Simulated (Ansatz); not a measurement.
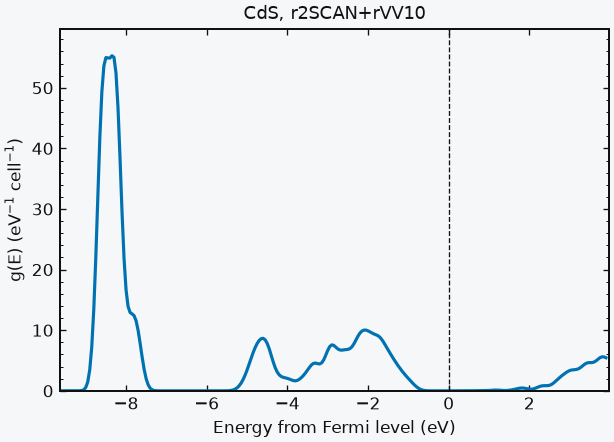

Density of states. Energies are counted from the Fermi level. The curve is built from the levels of the k mesh with Gaussians 0.3 eV wide, which also blur the band edges.

System: CdS, space group P6_3mc (No. 186), 8 atoms in the cell, 4H polytype type.

Level of theory: DFT, r2SCAN+rVV10, plane waves, PAW, no spin polarisation, 12×12×2 k mesh, 500 eV cutoff, Fermi-Dirac smearing of 0.03 eV; code Ansatz 0.2.0.

> Is there a gap at the Fermi level, and how wide?

There is a gap; over the k points computed it is 1.56 eV (direct among those points).

> Where is the tallest peak of the filled states in the window?

Within the window shown, the tallest peak of the filled states lies 7.5 eV under the valence-band top, at about 55 states per eV and cell.

> How wide is the upper valence band?

The upper group of valence states starts about 4.4 eV under the valence-band top (which lies at −0.8 eV on this axis), with a gap beneath it; it holds about 24 electrons a cell.
